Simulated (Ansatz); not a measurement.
## What a change does: single-point calculation on Gd

System: Gd (4 atoms in the cell).
Method of run 1: DFT, PBE, PAW with Ansatz's default frozen-core files, scalar-relativistic, spin-polarised (Ansatz 0.2.0).

The structure derives from a Materials Project entry. Text and figures count atoms from 1; the logs count them from 0 in places.

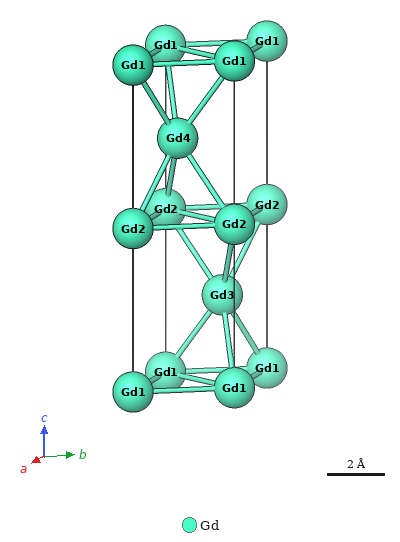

**Figure 1.** The structure (ball-and-stick view of the cell of the calculation, seen slightly off an axis; atoms are numbered from 1 in the order of the input). An atom can appear more than once, as a periodic image. Near neighbours in the periodic cell (some may lie outside the picture): Gd has 12 Gd at 3.60 to 3.66 Å.

The input, run 1:
```yaml
crystal:
  lattice:
    - [3.6555206459, 0.0, 0.0]
    - [-1.827760323, 3.1657737434, 0.0]
    - [0.0, 0.0, 11.77960696]
  atoms:
    - { symbol: Gd, position: [0.0, 0.0, 0.0], spin: 3.014 }
    - { symbol: Gd, position: [0.0, 0.0, 0.5], spin: -2.863 }
    - { symbol: Gd, position: [0.3333333333, 0.6666666667, 0.24808348], spin: 2.974 }
    - { symbol: Gd, position: [0.6666666667, 0.3333333333, 0.75191652], spin: 2.975 }
magnetization:
  spin_polarized: true
  initial_magnetization: 6.1
  spin_locking: { lock_magnetization: hard }
kpoints:
  mp_grid: { grid: [9, 9, 3] }
scf:
  occupations: { method: fermi_dirac, width: 0.05 }
hamiltonian:
  xc: pbe
  pseudopotentials: { kind: paw }
output:
  forces: true
  stress: true
  eigenvalues: true
```

Launched with:
```bash
ansatz run input.yaml --threads 2 --pin off --max-ram 6144MiB --backend cpu --events-out ev --progress --plain --runs-dir out
```

Hardware: 2 threads of AMD EPYC (Zen 5), 16 GiB of memory available, shared host.

Output, shortened to warnings, some set-up lines, iterations and results (run 1):
```
Warning: where an SCF of this run starts from atoms to list the orders of its open shells, Gd (site 0, from 0) starts with 6.64 μB on its 4f shell, in the place of the 3.01 μB that the deck gives it: an open f shell starts with all that it can hold by Hund's first rule. To start from spheres of the given moment, type scf.initial_density.shell_occupations: []
Warning: where an SCF of this run starts from atoms to list the orders of its open shells, Gd (site 1, from 0) starts with -6.64 μB on its 4f shell, in the place of the -2.86 μB that the deck gives it: an open f shell starts with all that it can hold by Hund's first rule. To start from spheres of the given moment, type scf.initial_density.shell_occupations: []
Warning: where an SCF of this run starts from atoms to list the orders of its open shells, Gd (site 2, from 0) starts with 6.64 μB on its 4f shell, in the place of the 2.97 μB that the deck gives it: an open f shell starts with all that it can hold by Hund's first rule. To start from spheres of the given moment, type scf.initial_density.shell_occupations: []
Warning: where an SCF of this run starts from atoms to list the orders of its open shells, Gd (site 3, from 0) starts with 6.64 μB on its 4f shell, in the place of the 2.98 μB that the deck gives it: an open f shell starts with all that it can hold by Hund's first rule. To start from spheres of the given moment, type scf.initial_density.shell_occupations: []
Warning: output.stress: scf.convergence.dr2_threshold = 1e-7 eV (the SCF's general default) is looser than the 4e-10 eV advised for a printed stress (1e-10 eV for each atom of the cell: 4). What an SCF threshold leaves in a stress goes as its square root, and in the free energy as the threshold itself, and one threshold admits the most on a small cell: of the crystals measured, under no hybrid …
Basis set: ecut = 420 eV, 2631 PW (Γ), exchange–correlation on 50×50×160 points (8 copies of the dense FFT grid, shifted against one another)
Symmetry: 6 space group operations
k-points: 31 of 243 (time reversal used)
Initial density: superposition of atomic densities (chi_scale 0.1, normalization cell)
[...]
SCF iter   1: F=—  HF=-37322.628352 eV  |F-HF|=—  |Δ(HF+E_count)|=         —  Δρ=3.59e-2 (↑3.59e-2 ↓3.05e-2)  dr2=6.70e-1  dr2_m=1.24e0  M=6.100 μB ∫|m|=30.842 μB  β_m=0.30  …
SCF iter   2: F=—  HF=-37324.171121 eV  |F-HF|=—  |Δ(HF+E_count)|=    1.54e0  Δρ=2.70e-2 (↑2.70e-2 ↓2.34e-2)  dr2=5.17e-1  dr2_m=6.89e-1  M=6.100 μB ∫|m|=31.087 μB  β_m=0.62  …
SCF iter   3: F=—  HF=-37325.968253 eV  |F-HF|=—  |Δ(HF+E_count)|=    1.80e0  Δρ=5.72e-3 (↑5.72e-3 ↓3.54e-3)  dr2=8.57e-2  dr2_m=1.67e-2  M=6.100 μB ∫|m|=31.724 μB  β_m=0.67  …
SCF iter   4: F=—  HF=-37325.943231 eV  |F-HF|=—  |Δ(HF+E_count)|=   2.50e-2  Δρ=3.44e-3 (↑1.93e-3 ↓3.44e-3)  dr2=3.71e-2  dr2_m=3.58e-3  M=6.100 μB ∫|m|=31.819 μB  β_m=0.64  …
SCF iter   5: F=—  HF=-37325.955460 eV  |F-HF|=—  |Δ(HF+E_count)|=   1.22e-2  Δρ=2.18e-3 (↑8.17e-4 ↓2.18e-3)  dr2=1.37e-2  dr2_m=1.47e-3  M=6.100 μB ∫|m|=31.828 μB  β_m=0.82  …
[... 5 lines ...]
SCF iter  11: F=—  HF=-37325.960381 eV  |F-HF|=—  |Δ(HF+E_count)|=   3.57e-7  Δρ=4.95e-6 (↑4.95e-6 ↓2.72e-6)  dr2=7.54e-8  dr2_m=7.67e-9  M=6.100 μB ∫|m|=31.857 μB  β_m=0.83  …
SCF iter  12: F=—  HF=-37325.960381 eV  |F-HF|=—  |Δ(HF+E_count)|=   1.07e-8  Δρ=3.08e-6 (↑3.08e-6 ↓3.08e-6)  dr2=1.11e-7  dr2_m=8.51e-10  M=6.100 μB ∫|m|=31.857 μB  β_m=0.70 …
SCF iter  13: F=—  HF=-37325.960381 eV  |F-HF|=—  |Δ(HF+E_count)|=  9.02e-10  Δρ=1.35e-6 (↑1.35e-6 ↓1.05e-6)  dr2=1.71e-8  dr2_m=2.78e-10  M=6.100 μB ∫|m|=31.857 μB  β_m=0.85 …
SCF iter  14: F=-37325.960381 eV  HF=-37325.960381 eV  |F-HF|=5.55e-9  |Δ(HF+E_count)|=   3.33e-9  Δρ=1.50e-6 (↑4.60e-7 ↓1.50e-6)  dr2=5.31e-9  dr2_m=5.59e-10  M=6.100 μB …
SCF 1 converged in 14 iterations: F = -37325.960381 eV  dr2 = 5.31e-9
SCF converged after 14 iterations
Stability checked in part: among states of this total moment the steps that led to this state did not find it unstable. No probe was made; neither looks for a lower state of another moment (fixed_total_moment; see scf.lower_state_search)
Magnetization: 6.1000 μB (39.0500 up, 32.9500 down)
Absolute magnetization: 31.8328 μB (∫|ρ↑−ρ↓|, with the PAW one-centre terms)
Spin contamination: 13.8738 ħ² per cell (⟨S²⟩ above its minimum at these occupations)
Per-site moments (μB) at R_I (Å): [(5.876162085913538, 1.486961840753527), (-8.381767199475199, 1.5021005164704135), (5.851516170716966, 1.486961840753527), (5.851514996045865, 1.4869618407535272)]
Free energy (F): -37325.960381 eV
Harris-Foulkes:  -37325.960381 eV  (|F-HF|=5.55e-9)
Internal energy: -37325.906833 eV  (E = F + TS)
E sigma→0 (E₀):  -37325.933607 eV
Entropy (-TS):   -0.053548 eV (-13.387 meV/atom)
Fermi energy:    11.767822 (↑ 11.045967, ↓ 12.489678) eV
--- Per-component energies (eV) ---
  E_band       = -125.465662
  E_kinetic    = 1602.050900
  E_local      = -8650.581879  (includes V_loc(G=0)·N_el)
  E_nonlocal   = 1183.223403
  E_hartree    = 3587.390046
  E_xc         = -926.631525
  E_vxc        = -1003.803906  (∫ρ·V_xc dr)
  E_paw        = -25810.058538  (= ΣΔE_a)
  E_vpaw       = -431.137793  (= ΣTr[D̂ρ^β])
  E_aug_tail   = 0.000001  (compensation charges beyond the density's cutoff)
  E_ewald      = -8311.299240
  E_smearing   = -0.053548  (= −TS)
  E_closure    = 0.000000  (closes the sum)
  Σ components = -37325.960381   (vs F -37325.960381, Δ=0.00e0)
--- Forces (eV/Å), atoms counted from 1 ---
  atom   1  Gd     0.00000000     0.00000000    -0.00000069
  atom   2  Gd    -0.00000000    -0.00000000     0.00000066
  atom   3  Gd     0.00000000     0.00000000    -0.05291144
  atom   4  Gd    -0.00000000    -0.00000000     0.05291127
  max |Σ_I F_I| component: 1.95e-7 eV/Å
--- Stress (GPa, compression-positive) ---
        2.436419       0.000000       0.000000
        0.000000       2.436419       0.000000
        0.000000       0.000000       3.802725
  P = ⅓ Tr σ = 2.8919 GPa (28.919 kbar)
```

The input of run 2 differs as follows (lines with − go, lines with + come):
```diff
-    - { symbol: Gd, position: [0.0, 0.0, 0.0], spin: 3.014 }
-    - { symbol: Gd, position: [0.0, 0.0, 0.5], spin: -2.863 }
-    - { symbol: Gd, position: [0.3333333333, 0.6666666667, 0.24808348], spin: 2.974 }
-    - { symbol: Gd, position: [0.6666666667, 0.3333333333, 0.75191652], spin: 2.975 }
+    - { symbol: Gd, position: [0.0, 0.0, 0.0], spin: 1.507 }
+    - { symbol: Gd, position: [0.0, 0.0, 0.5], spin: -1.432 }
+    - { symbol: Gd, position: [0.3333333333, 0.6666666667, 0.24808348], spin: 1.487 }
+    - { symbol: Gd, position: [0.6666666667, 0.3333333333, 0.75191652], spin: 1.488 }
-  initial_magnetization: 6.1
+  initial_magnetization: 3.05
```

Predict how the results change.

The total moment is fixed by the input in run 1 and run 2, so the state need not be the lowest. With the same functional and potentials, run 2 lies 705.6 meV per atom higher. The net moment of the cell goes from 6.10 to 3.05 μB. The pressure goes from 2.89 to 4.42 GPa. The largest force goes from 0.053 to 0.102 eV/Å. On the same kind of shared host run 2 took about 4.3 times as long.

Output, shortened to warnings, some set-up lines, iterations and results (run 2):
```
Warning: where an SCF of this run starts from atoms to list the orders of its open shells, Gd (site 0, from 0) starts with 6.64 μB on its 4f shell, in the place of the 1.51 μB that the deck gives it: an open f shell starts with all that it can hold by Hund's first rule. To start from spheres of the given moment, type scf.initial_density.shell_occupations: []
Warning: where an SCF of this run starts from atoms to list the orders of its open shells, Gd (site 1, from 0) starts with -6.64 μB on its 4f shell, in the place of the -1.43 μB that the deck gives it: an open f shell starts with all that it can hold by Hund's first rule. To start from spheres of the given moment, type scf.initial_density.shell_occupations: []
Warning: where an SCF of this run starts from atoms to list the orders of its open shells, Gd (site 2, from 0) starts with 6.64 μB on its 4f shell, in the place of the 1.49 μB that the deck gives it: an open f shell starts with all that it can hold by Hund's first rule. To start from spheres of the given moment, type scf.initial_density.shell_occupations: []
Warning: where an SCF of this run starts from atoms to list the orders of its open shells, Gd (site 3, from 0) starts with 6.64 μB on its 4f shell, in the place of the 1.49 μB that the deck gives it: an open f shell starts with all that it can hold by Hund's first rule. To start from spheres of the given moment, type scf.initial_density.shell_occupations: []
Warning: output.stress: scf.convergence.dr2_threshold = 1e-7 eV (the SCF's general default) is looser than the 4e-10 eV advised for a printed stress (1e-10 eV for each atom of the cell: 4). What an SCF threshold leaves in a stress goes as its square root, and in the free energy as the threshold itself, and one threshold admits the most on a small cell: of the crystals measured, under no hybrid …
Basis set: ecut = 420 eV, 2631 PW (Γ), exchange–correlation on 50×50×160 points (8 copies of the dense FFT grid, shifted against one another)
Symmetry: 6 space group operations
k-points: 31 of 243 (time reversal used)
Initial density: superposition of atomic densities (chi_scale 0.1, normalization cell)
[...]
SCF iter   1: F=—  HF=-37317.172226 eV  |F-HF|=—  |Δ(HF+E_count)|=         —  Δρ=4.98e-2 (↑4.98e-2 ↓4.10e-2)  dr2=6.37e-1  dr2_m=2.40e0  M=3.050 μB ∫|m|=31.754 μB  β_m=0.30  …
SCF iter   2: F=—  HF=-37319.819493 eV  |F-HF|=—  |Δ(HF+E_count)|=    2.65e0  Δρ=3.55e-2 (↑3.55e-2 ↓2.97e-2)  dr2=4.43e-1  dr2_m=1.20e0  M=3.050 μB ∫|m|=32.932 μB  β_m=0.52  …
SCF iter   3: F=—  HF=-37322.632555 eV  |F-HF|=—  |Δ(HF+E_count)|=    2.81e0  Δρ=1.60e-2 (↑1.60e-2 ↓1.55e-2)  dr2=1.34e-1  dr2_m=2.77e-1  M=3.050 μB ∫|m|=33.532 μB  β_m=0.76  …
SCF iter   4: F=—  HF=-37323.148283 eV  |F-HF|=—  |Δ(HF+E_count)|=   5.16e-1  Δρ=4.80e-3 (↑4.79e-3 ↓4.80e-3)  dr2=3.91e-2  dr2_m=2.05e-2  M=3.050 μB ∫|m|=33.771 μB  β_m=0.67  …
SCF iter   5: F=—  HF=-37323.136468 eV  |F-HF|=—  |Δ(HF+E_count)|=   1.18e-2  Δρ=3.48e-3 (↑2.26e-3 ↓3.48e-3)  dr2=1.46e-2  dr2_m=9.16e-3  M=3.050 μB ∫|m|=33.817 μB  β_m=0.77  …
[... 10 lines ...]
SCF iter   1: F=—  HF=-37323.138155 eV  |F-HF|=—  |Δ(HF+E_count)|=         —  Δρ=5.78e-6 (↑5.50e-7 ↓5.78e-6)  dr2=8.93e-8  dr2_m=9.58e-9  M=3.050 μB ∫|m|=33.872 μB  …
SCF iter   2: F=—  HF=-37548.666293 eV  |F-HF|=—  |Δ(HF+E_count)|=    2.26e2  Δρ=5.34e-1 (↑5.20e-1 ↓5.34e-1)  dr2=3.62e3  dr2_m=1.25e2  M=3.050 μB ∫|m|=16.398 μB  …
SCF iter   3: F=—  HF=-37324.337375 eV  |F-HF|=—  |Δ(HF+E_count)|=    2.24e2  Δρ=8.64e-2 (↑6.09e-2 ↓8.64e-2)  dr2=3.78e1  dr2_m=1.04e0  M=3.050 μB ∫|m|=31.181 μB  …
SCF iter   4: F=—  HF=-37323.157581 eV  |F-HF|=—  |Δ(HF+E_count)|=    1.18e0  Δρ=1.06e-2 (↑8.72e-4 ↓1.06e-2)  dr2=3.12e-1  dr2_m=3.03e-2  M=3.050 μB ∫|m|=33.912 μB  …
SCF iter   5: F=—  HF=-37323.138944 eV  |F-HF|=—  |Δ(HF+E_count)|=   1.86e-2  Δρ=2.37e-3 (↑1.70e-4 ↓2.37e-3)  dr2=1.80e-2  dr2_m=1.57e-3  M=3.050 μB ∫|m|=33.867 μB  …
an SCF towards open shells with the spins of some unpaired electrons reversed, at the locked total moment, with the run's symmetry operations kept, reached no lower state that the run goes on to. This is no proof of a minimum
SCF converged after 14 iterations
Stability checked in part: among states of this total moment the steps that led to this state did not find it unstable. No probe was made; neither looks for a lower state of another moment (fixed_total_moment; see scf.lower_state_search)
Magnetization: 3.0500 μB (37.5250 up, 34.4750 down)
Absolute magnetization: 33.8216 μB (∫|ρ↑−ρ↓|, with the PAW one-centre terms)
Spin contamination: 16.6709 ħ² per cell (⟨S²⟩ above its minimum at these occupations)
Per-site moments (μB) at R_I (Å): [(5.378044662916196, 1.486961840753527), (-8.67503116552242, 1.5021005164704135), (5.37562292263659, 1.486961840753527), (5.375623352220549, 1.4869618407535272)]
Free energy (F): -37323.138155 eV
Harris-Foulkes:  -37323.138155 eV  (|F-HF|=9.52e-8)
Internal energy: -37323.099730 eV  (E = F + TS)
E sigma→0 (E₀):  -37323.118943 eV
Entropy (-TS):   -0.038425 eV (-9.606 meV/atom)
Fermi energy:    11.563645 (↑ 10.235395, ↓ 12.891895) eV
--- Per-component energies (eV) ---
  E_band       = -106.689824
  E_kinetic    = 1607.373513
  E_local      = -8672.540437  (includes V_loc(G=0)·N_el)
  E_nonlocal   = 1189.658621
  E_hartree    = 3604.618897
  E_xc         = -927.784656
  E_vxc        = -1005.947195  (∫ρ·V_xc dr)
  E_paw        = -25813.126429  (= ΣΔE_a)
  E_vpaw       = -434.471949  (= ΣTr[D̂ρ^β])
  E_aug_tail   = 0.000001  (compensation charges beyond the density's cutoff)
  E_ewald      = -8311.299240
  E_smearing   = -0.038425  (= −TS)
  E_closure    = 0.000000  (closes the sum)
  Σ components = -37323.138155   (vs F -37323.138155, Δ=0.00e0)
--- Forces (eV/Å), atoms counted from 1 ---
  atom   1  Gd     0.00000000     0.00000000     0.00000015
  atom   2  Gd    -0.00000000    -0.00000000    -0.00000018
  atom   3  Gd     0.00000000     0.00000000     0.10158112
  atom   4  Gd    -0.00000000    -0.00000000    -0.10158106
  max |Σ_I F_I| component: 3.11e-8 eV/Å
--- Stress (GPa, compression-positive) ---
        3.624645       0.000000       0.000000
        0.000000       3.624645       0.000000
        0.000000       0.000000       6.021075
  P = ⅓ Tr σ = 4.4235 GPa (44.235 kbar)
```

The two runs side by side:

| quantity | run 1 | run 2 |
| --- | --- | --- |
| outcome | converged | converged |
| free energy per atom (eV) | −9331.4901 | −9330.7845 |
| energy per atom, smearing taken to zero (eV) | −9331.4834 | −9330.7797 |
| net moment of the cell (μB) | 6.10 | 3.05 |
| absolute moment of the cell (μB) | 31.83 | 33.82 |
| pressure (GPa) | 2.89 | 4.42 |
| largest force (eV/Å) | 0.053 | 0.102 |
| SCF iterations | 14 | – |
| irreducible k-points | 31 | 31 |
| plane waves at Γ | 2631 | 2631 |
| wall time (shared host) | 15 s | 64 s |

For both runs: Warnings: the SCF threshold is looser than advised for the printed stress.
